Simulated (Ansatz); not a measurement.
Geometry relaxation, with input and output: GdN (part 2 of 2)

The same run, continued: GdN (P-6m2, 2 atoms in the cell); DFT LDA+U, scalar-relativistic, plane waves, PAW, Ueff = 6 eV on Gd f, spin-polarised (Ansatz 0.2.0); cutoff 420 eV, 10×10×10 k-mesh, Gaussian smearing of 0.05 eV, collinear spins. The structure was built on a prototype by a generator; it need not be a known phase. It belongs to a series of runs on one base structure; here: volume 14.670 Å³/atom.

```
basis re-selected at this cell: Δ(F+E_penalty+E_count) = -1.637e-11 eV, ΔP = +0.000 GPa vs the last step (what re-selecting the basis moved, of the pressure what is left beyond the Pulay correction that the steps carried, after the strain that the cell walked since its last selection, with what the two solves' SCF thresholds leave and, on support functions, any second-order correction that the steps lacked; it is no measure of the basis error at this ecutwfc). This SCF's stress stands 2.53e-2 GPa from its target on what of the cell is left free (relax.cell.stress_tol is 1.00e-1 GPa) and its largest allowed force component is 4.63e-17 eV/Å (relax.f_tol is 1.00e-2 eV/Å): within both
SCF converged after 7 iterations
Stability not checked: this state was not tested for a lower state beside it, because at the end of the SCF the Hubbard occupations were still held fixed (held_rows; see scf.lower_state_search)
Magnetization: 7.0101 μB (15.0051 up, 7.9949 down)
Absolute magnetization: 7.2304 μB (∫|ρ↑−ρ↓|, with the PAW one-centre terms)
Spin contamination: 0.0252 ħ² per cell (⟨S²⟩ above its minimum at these occupations)
Per-site moments (μB) at R_I (Å): [(6.917317074318822, 1.0124777941318681), (-0.1070372810917589, 1.0124777941318681)]
Free energy (F): -9503.123305 eV
Harris-Foulkes:  -9503.123305 eV  (|F-HF|=0.00e0)
Internal energy: -9503.123106 eV  (E = F + TS)
E sigma→0 (E₀):  -9503.123205 eV
Entropy (-TS):   -0.000199 eV (-0.100 meV/atom)
Fermi energy:    15.265162 eV
--- Per-component energies (eV) ---
  E_band       = 61.942127
  E_kinetic    = 538.979779
  E_local      = -1871.469297  (includes V_loc(G=0)·N_el)
  E_nonlocal   = 338.551615
  E_hartree    = 767.940807
  E_xc         = -294.270652
  E_vxc        = -332.950832  (∫ρ·V_xc dr)
  E_hubbard    = 0.179333  (on-site DFT+U / exact-exchange correction)
  E_vhub       = -20.758207  (the Hubbard potential's part of the band-sum identity)
  E_paw        = -6361.725534  (= ΣΔE_a)
  E_vpaw       = -126.292636  (= ΣTr[D̂ρ^β])
  E_aug_tail   = 0.000088  (compensation charges beyond the density's cutoff)
  E_ewald      = -2622.668322
  E_core_change = 1.359077  (= ΣΔE_core)
  E_smearing   = -0.000199  (= −TS)
  E_closure    = -0.000000  (closes the sum)
  Σ components = -9503.123305   (vs F -9503.123305, Δ=0.00e0)
  E_U(N_0), held occupations = 0.179333297 eV
--- Specified on-site occupations, and those of the state reported ---
  electrons in the specified blocks: 7.0389 specified, 7.0390 found
  site 0 (l=f) ↓: largest change of an orbital's occupation 0.0000; electrons 0.0495 specified, 0.0496 found; spectral distance 0.0000
  site 0 (l=f) ↑: largest change of an orbital's occupation 0.0000; electrons 6.9894 specified, 6.9894 found; spectral distance 0.0000
--- Forces (eV/Å), atoms counted from 1 ---
  atom   1  Gd     0.00000000     0.00000000     0.00000000
  atom   2  N      0.00000000     0.00000000     0.00000000
  max |Σ_I F_I| component: 1.30e-16 eV/Å
--- Stress (GPa, compression-positive) ---
       -0.012348       0.000000       0.000000
       -0.000000      -0.012348       0.000000
        0.000000       0.000000       0.025632
  P = ⅓ Tr σ = 0.0003 GPa (0.003 kbar)
--- Band table (eV; the first three rows and the last of 168) ---
  k-point 0 ↑: bands = ["-28.8100", "-5.7640", "-5.7640", "-5.4822", "2.2508", "8.5420", "8.6292", "8.6292", "8.7098", "8.7247", "8.7247", "8.7962", "13.5523", "13.5523", "14.6698", "15.8215", "18.5604", "21.3556", "21.3556", "22.7233"]
  k-point 1 ↑: bands = ["-28.7942", "-5.7457", "-5.7457", "-5.7046", "2.4630", "8.5398", "8.6416", "8.6416", "8.6810", "8.7111", "8.7111", "8.7965", "13.6446", "13.6446", "14.2083", "16.2554", "18.9406", "20.5969", "20.5969", "22.9757"]
  k-point 2 ↑: bands = ["-28.7526", "-6.2386", "-5.6974", "-5.6974", "2.9902", "8.5157", "8.6404", "8.6430", "8.6430", "8.7103", "8.7103", "8.7972", "13.1625", "13.8850", "13.8850", "17.4848", "19.4520", "19.4520", "19.8131", "22.7346"]
  k-point 83 ↓: bands = ["-25.5586", "-4.8798", "-4.3811", "-4.0918", "3.0683", "11.1361", "12.9654", "15.1493", "18.6053", "19.4333", "19.4703", "19.5602", "19.7417", "19.7956", "19.8119", "20.0780", "22.1439", "24.3133", "24.4802", "25.3023"]
Occupation matrices written to [file]
--- Relaxed structure (1 steps of the walk, 1 accepted, 1 SCFs on fresh bases) ---
  F+E_penalty+E_count = -9503.12330509 eV   max|allowed force component| = 4.626e-17 eV/Å   (the final SCF, on the basis selected at the relaxed cell)
  cell:  # Å, volume = 29.3396 Å³
    - [3.3394229375257187, 2.8867544368563955e-11, 0.0]
    - [-1.6697114687878594, 2.8920250978632933, 0.0]
    - [0.0, 0.0, 3.037947073]
  atoms:
    - { symbol: Gd, position: [-3.700743415524894e-17, 1.3452465257518244e-43, 0.0] }
    - { symbol: N, position: [0.6666666666666666, 0.3333333333333333, 0.49999999999999994] }
--- Löwdin populations: 2 sites ---
  site symbol       q [e]    m [muB]
     0     Gd     17.3504     7.1292
     1      N      5.6127    -0.1194
  spilling = 0.001607 (of n_electrons = 23.000000)
```

**File populations.tsv**
```
# site	symbol	l	j	q_up	q_dn
# orbitals = lowdin
# n_electrons = 23.000000
# spilling = 0.001607
# projection_atom_Gd: [Kr 4d10] 4f7 5s2 5p6 5d1 6s2
# projection_atom_N: [He] 2s2 2p3
0	Gd	0_5S	-	0.965292	0.966443
0	Gd	0_6S	-	0.207404	0.190600
0	Gd	1_5P	-	2.969815	2.956687
0	Gd	2_5D	-	1.103867	0.934221
0	Gd	3_4F	-	6.993424	0.062613
1	N	0_2S	-	0.739785	0.747783
1	N	1_2P	-	2.006853	2.118247
```

**Trajectory as extended XYZ (Å, eV, eV/Å), 2 frames, from step=1 to step=2**
```
2
Lattice="3.3394 0.0000 0.0000 -1.6697 2.8920 0.0000 0.0000 0.0000 3.0379" Properties=species:S:1:pos:R:3:forces:R:3 step=1 energy=-9503.12330 pressure_GPa=0.00
Gd    0.0000    0.0000    0.0000    0.0000   0.0000   0.0000
N     1.6697    0.9640    1.5190    0.0000   0.0000   0.0000
2
Lattice="3.3394 0.0000 0.0000 -1.6697 2.8920 0.0000 0.0000 0.0000 3.0379" Properties=species:S:1:pos:R:3:forces:R:3 step=2 energy=-9503.12330 pressure_GPa=0.00
Gd    0.0000    0.0000    0.0000    0.0000   0.0000   0.0000
N     1.6697    0.9640    1.5190    0.0000   0.0000   0.0000
```

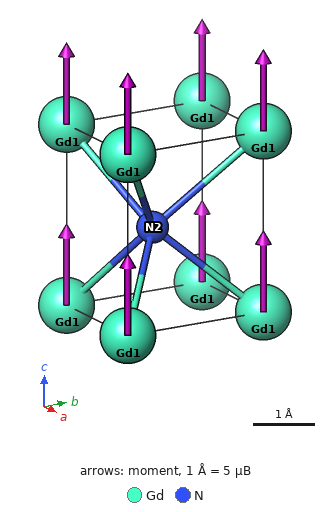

Magnetic moments of the sites as pink arrows (ball-and-stick view of the cell of the calculation, seen slightly off an axis; atoms are numbered from 1 in the order of the input); small moments hardly show. The run is collinear, so the axis drawn is arbitrary. Site moments: Gd1 (6.92 μB); N2 (−0.11 μB). They are counted near the atoms and needn't add up to the moment of the cell.

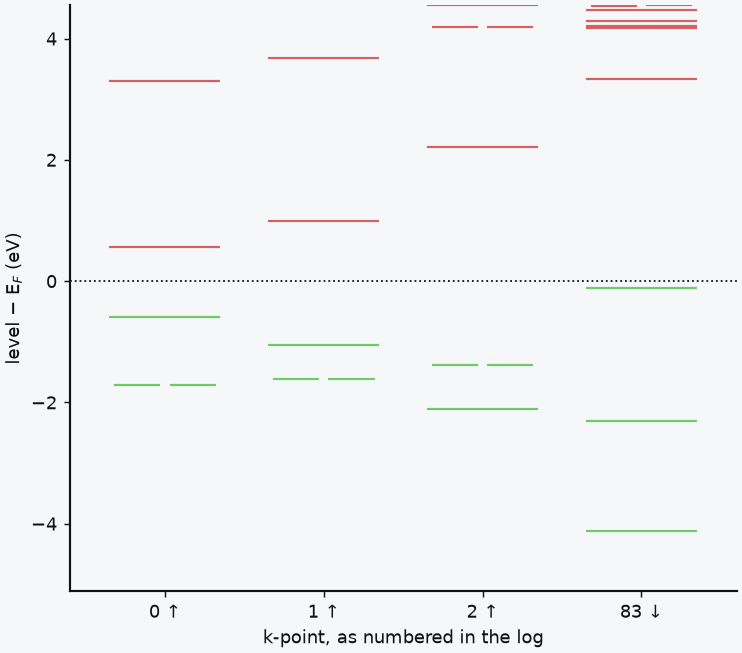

Kohn–Sham levels near the Fermi level (dotted) at the few k-points that the log prints; levels within 0.02 eV of each other stand side by side. The system is metallic on the full mesh.

The run was set up as follows.

**Input file**
```yaml
crystal:
  lattice:
    - [3.3394229375, 0.0, 0.0]
    - [-1.6697114688, 2.8920250979, 0.0]
    - [0.0, 0.0, 3.037947073]
  atoms:
    - { symbol: Gd, position: [0.0, 0.0, 0.0], spin: 7.61 }
    - { symbol: "N", position: [0.6666666667, 0.3333333333, 0.5] }
basis:
  ecutwfc: 420
  ecutrho_ratio: 4
kpoints:
  mp_grid: { grid: [10, 10, 10] }
hamiltonian:
  xc: lda
  hubbard:
    sites:
      - { species: Gd, l: f, u_eff: 6.0, starting_ns: start.occupation_matrices }
    ns_hold: { iters: 6 }
scf:
  occupations: { method: gaussian, width: 0.05 }
  lower_state_search: "off"
output:
  forces: true
  stress: true
  eigenvalues: true
  populations: true
magnetization:
  spin_polarized: true
relax:
  f_tol: 0.01
  max_steps: 40
  cell: { stress_tol: 0.1, fix: [volume] }
```

Run as:
```bash
ansatz run input.yaml --threads 4 --pin off --max-ram 9216MiB --backend cpu --events-out ev --progress --plain --runs-dir out
```

**Results in brief**

```tsv
quantity	value
outcome	converged
space group (tolerance 0.01 Å)	P-6m2 (187)
electrons treated	23
free energy	−9503.1233 eV
Fermi energy	15.265 eV
gap on the k-point mesh	none (metallic)
net moment of the cell	7.01 μB
integrated absolute moment	7.23 μB
pressure	0.00 GPa
final volume	29.34 Å³
largest force (length of the vector) at the end	under 0.001 eV/Å
final cell	a = 3.339 Å, b = 3.339 Å, c = 3.038 Å, α = 90.00°, β = 90.00°, γ = 120.00°
hardware	4 threads of Arm Neoverse V1, 112 GiB of memory available, shared host
wall time	11 s (CPU time 39 s)
peak memory	0.45 GiB
```

**Remarks**

DFT+U on an f shell has many self-consistent states, and spin–orbit coupling is left out here.
